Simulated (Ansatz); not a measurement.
# Fermi surface of Li in space group P6/mmm

Input file:

```yaml
crystal:
  lattice:
    - [4.94886713, 0.0, 0.0]
    - [-2.47443357, 4.28584466, 0.0]
    - [0.0, 0.0, 2.888843]
  atoms:
    - { symbol: Li, position: [0.0, 0.0, 0.0] }
    - { symbol: Li, position: [0.66666667, 0.33333333, 0.5] }
    - { symbol: Li, position: [0.33333333, 0.66666667, 0.5] }
basis:
  ecutwfc: 420
kpoints:
  mp_grid: { grid: [12, 12, 14] }
hamiltonian:
  xc: pbe
scf:
  occupations: { method: gaussian, width: 0.05 }
output:
  forces: true
  eigenvalues: true
  eigenstates:
    nscf_kmesh: { grid: [24, 24, 36] }
    top_band: c6
    de_dk: true
    localisation: false
  stress: true
checkpoint:
  write: ck
  compress: false
  write_wavefunctions: false
  write_every: 100000
```

Launched as:

```sh
ansatz run input.yaml --threads 1 --pin off --max-ram 3072MiB --backend cpu --events-out ev --progress --plain --runs-dir out
```

These are results of DFT PBE, scalar-relativistic, plane waves, PAW; levels and slopes on a dense k mesh at the converged density in Ansatz 0.2.0, not measurements. No spin polarisation. The levels come from a k mesh of 24×24×36 points. Cell and positions as given, without relaxation. The cell comes from a database of computed structures, not from a measurement.

## 1. The sheets

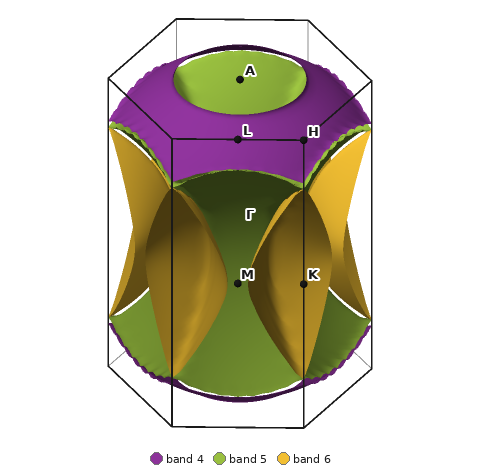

Fermi surface of this crystal. Each colour is one band. The brighter face of a sheet looks towards empty states.

Q: Summarise the topology of this Fermi surface.

A: Three bands cross the Fermi level; this is a three-dimensional metal.

Band 4: an open sheet between a filled part that runs through the repeated zones in all directions and an empty one that does so in two.
Band 5: an open sheet between a empty part that runs through the repeated zones in all directions and a filled one that does so in two.
Band 6: two electron pockets centred at K (each 8.2 % of the zone).
A pocket cut by a face of the zone is counted once with the part on the opposite face.

Q: How large are the density of states and the plasma frequency?

A: The density of states at the Fermi level is 1.4 states/eV per primitive cell. The intraband plasma frequencies along the cartesian axes x, y and z of the cell as given are 6.3, 6.3 and 5.9 eV.

## 2. Cuts and bands

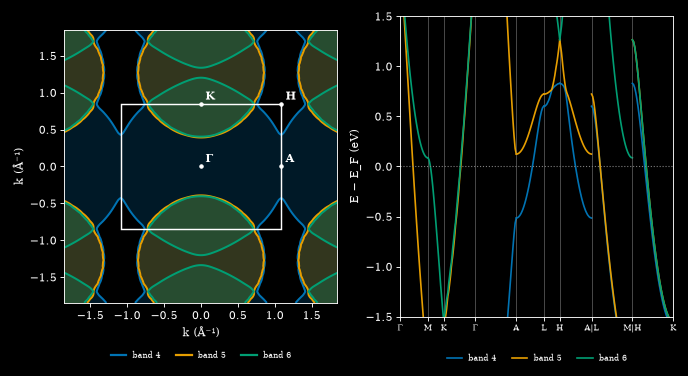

This crystal: cut through the Fermi surface in the plane through Γ, A and K, filled states shaded, and the bands that cross the Fermi level.

Q: For each band, read its level at the labelled points (eV from the Fermi level).

A:
```csv
band,Γ,A,K,H,M,L
band 4,below,−0.52,below,+0.83,below,+0.60
band 5,above,+0.12,below,+1.26,below,+0.72
band 6,above,above,below,+1.26,+0.09,above
```

Negative values are filled states; "above" and "below" lie outside the plotted window.

## 3. Speeds

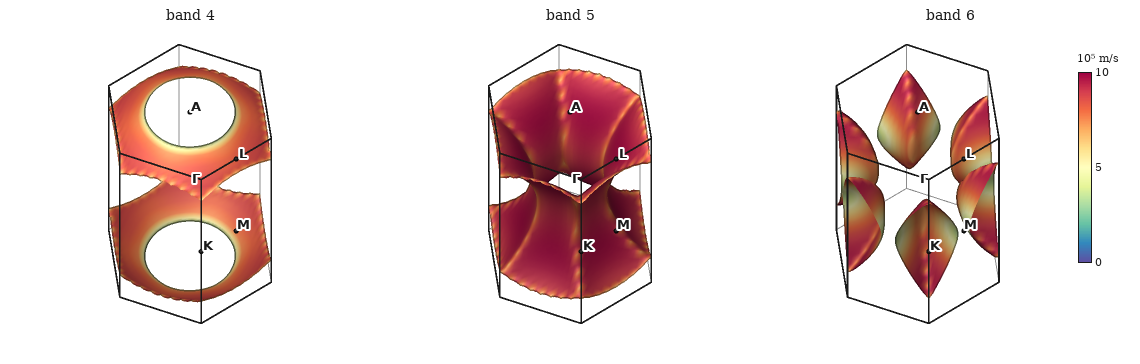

Fermi surface of this crystal, coloured by the Fermi speed.

Q: How fast are the electrons on each sheet?

A: Band 4: 5.5 to 8.6 × 10⁵ m/s over most of the sheet, 7.6 × 10⁵ m/s on average over states. Band 5: 7.4 to 9.8 × 10⁵ m/s over most of the sheet, 9.1 × 10⁵ m/s on average over states. Band 6: 4.1 to 9.4 × 10⁵ m/s over most of the sheet, 7.2 × 10⁵ m/s on average over states.

Necks and pockets thinner than about two mesh steps aren't resolved, so separate pockets may in truth be joined.

Cost: 22 s on 1 thread of Arm Neoverse V2 (shared host), peak memory 0.64 GiB.
